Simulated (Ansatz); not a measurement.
The structure in question:

```
B N
1.0
     2.51534    0.00000    0.00000
     0.00000    6.04508    0.00000
     0.00000    0.00000    4.33983
B N
4 4
Cartesian
  1.2577 3.0225 0.0374
  1.2577 0.0000 2.2073
  0.0000 3.0225 2.2073
  0.0000 0.0000 0.0374
  0.0000 3.0225 0.7615
  0.0000 0.0000 2.9314
  1.2577 3.0225 2.9314
  1.2577 0.0000 0.7615
```

Work out the structure from the coordinates.

The solid is BN. The lattice is face-centred orthorhombic and the space group Fmm2 (No. 42). The cell has 8 atoms, namely 4 B, 4 N. The polyhedra are BN3 triangles; they share corners. The B atoms are each bonded to three N in a trigonal planar arrangement at 1.45 Å. Each N atom is coordinated by three B in a trigonal planar arrangement at 1.45 Å. The bonds build BN layers parallel to (010).

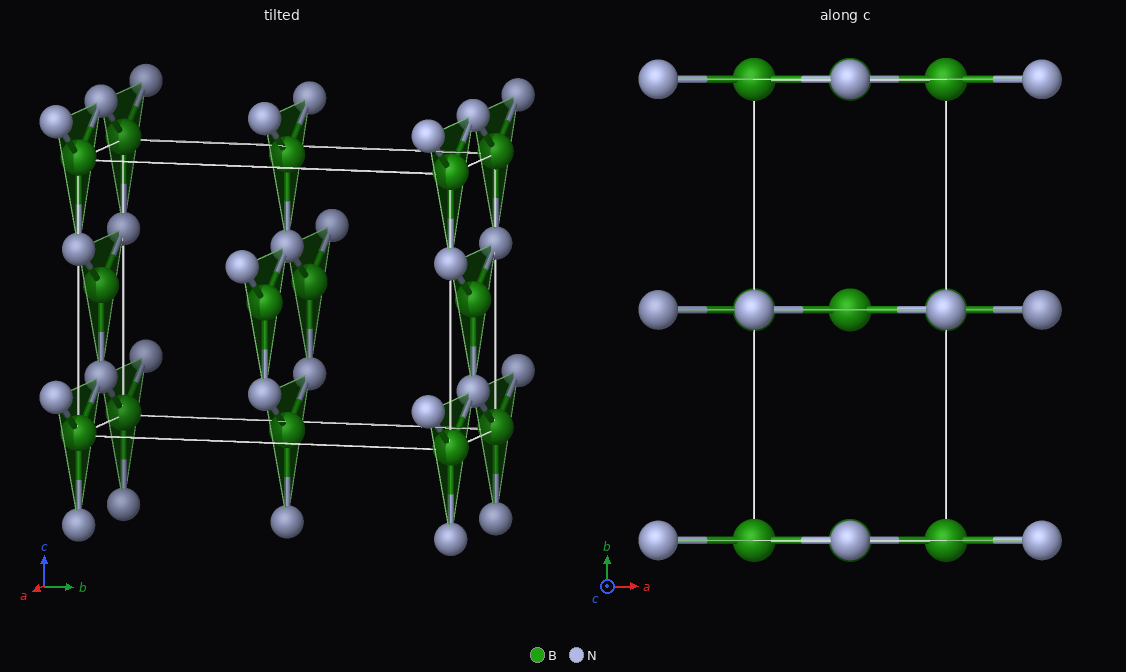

The image is a polyhedral drawing of a crystal, viewed slightly off an axis and along the c axis. The wireframe shows the conventional unit cell. Some neighbours outside the box are added. Colours: boron green, nitrogen light blue.

The model was built from a structure listed in the Materials Project. The atoms were relaxed in a fixed cell with Ansatz 0.2.0, DFT LDA, scalar-relativistic, plane waves, PAW.
